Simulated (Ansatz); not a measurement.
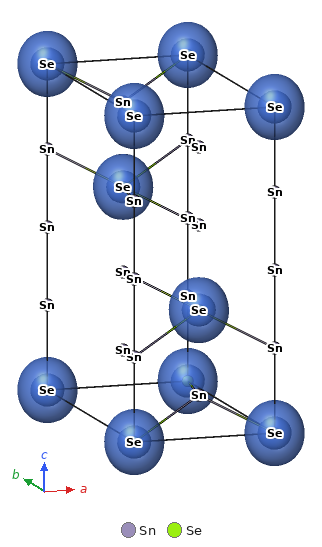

*Sn₃Se. Isosurface of the ELF at 0.7 (blue), seen at an oblique angle. Only the valence region is drawn (cores and ρ < 0.01 e/Å³ removed). Sticks mark near contacts.*

Space group R-3m; a structure from a database of computed crystals, not necessarily the ambient phase; changed on purpose from its base cell (strained and moved within a subgroup); computed pressure about 3 GPa in this cell.

These are results of Ansatz 0.2.0, DFT PBE, scalar-relativistic, plane waves, PAW, not measurements.

Core electrons are frozen (PAW), and the valence fields are smoothed inside the atomic spheres.

Input file:

```
crystal:
  lattice:
    - [-0.14932552, 3.7566941008, 3.7566941008]
    - [3.6073685808, 0.0, 3.6073685808]
    - [3.6073685808, 3.6073685808, 0.0]
  atoms:
    - { symbol: Sn, position: [0.2171926173, 0.2609357942, 0.2609357942] }
    - { symbol: Sn, position: [0.7828073827, 0.7390642058, 0.7390642058] }
    - { symbol: Sn, position: [0.5, 0.5, 0.5] }
    - { symbol: Se, position: [0.0, 0.0, 0.0] }
basis:
  ecutwfc: 420
kpoints:
  mp_grid: { grid: [10, 9, 9] }
hamiltonian:
  xc: pbe
scf:
  occupations: { method: gaussian, width: 0.1 }
output:
  forces: true
  stress: true
  eigenvalues: true
  write_density: true
  write_potential: true
  elf: true
  volumetric_format: npy
```

Run with:

```sh
ansatz run input.yaml --threads 1 --pin off --max-ram 1331MiB --backend cpu --events-out ev --progress --plain --runs-dir out
```

Below, planes, directions and counts refer to the conventional cell (a = 5.10 Å, b = 5.10 Å, c = 13.27 Å, α = 90.00°, β = 90.00°, γ = 120.00°).

Q: Describe the localisation domains.

A: At this value the surface marks out three regions wrapped around Se (the valence shell of each), counted in one cell of 12 atoms. Any copies at cell faces, edges or corners count once. Profiles from the grid: Sn–Se (3.10 Å): the ELF is about 0.30 at the midpoint.

Q: Metal or insulator at this level of theory?

A: It is metallic or semimetallic at this level of theory: no gap opens.
